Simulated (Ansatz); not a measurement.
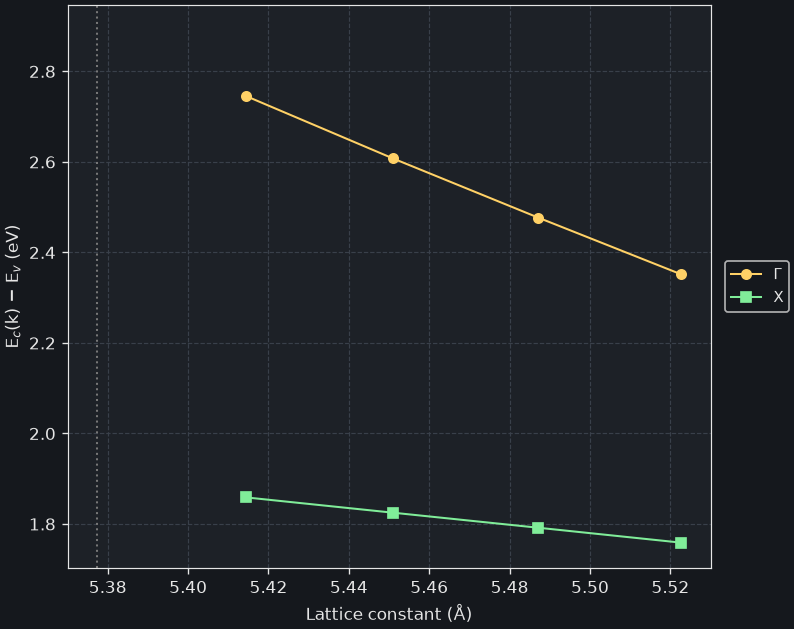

Lowest conduction level at Γ, counted from the valence-band top at Γ, and the lowest one over the whole k mesh, at X. One run is left out (dotted line).

System: rocksalt MgSe, space group Fm-3m (No. 225), 2 atoms in the primitive cell. The cell is scaled uniformly. Ansatz; PBE, Ansatz PAW set, no spin polarisation, no spin-orbit coupling, 8×8×8 k mesh, 420 eV cutoff, Fermi-Dirac smearing of 0.02 eV.

| cell | Γ (eV) | X (eV) | pressure (GPa) |
| --- | --- | --- | --- |
| a = 5.414 Å | 2.75 | 1.86 | 3.5 |
| a = 5.451 Å | 2.61 | 1.82 | 2.0 |
| a = 5.487 Å | 2.48 | 1.79 | 0.7 |
| a = 5.523 Å | 2.35 | 1.76 | −0.5 |

> Estimate the values at a = 5.377 Å.

Fits through the other points against the logarithm of the volume give 2.88 eV at Γ and 1.89 eV at X (straight lines). The run itself gives 2.89 and 1.89 eV, within 0.01 eV of the estimates.

Spin-orbit coupling is left out, which matters for Se. LDA, GGA and most meta-GGA functionals understate gaps.
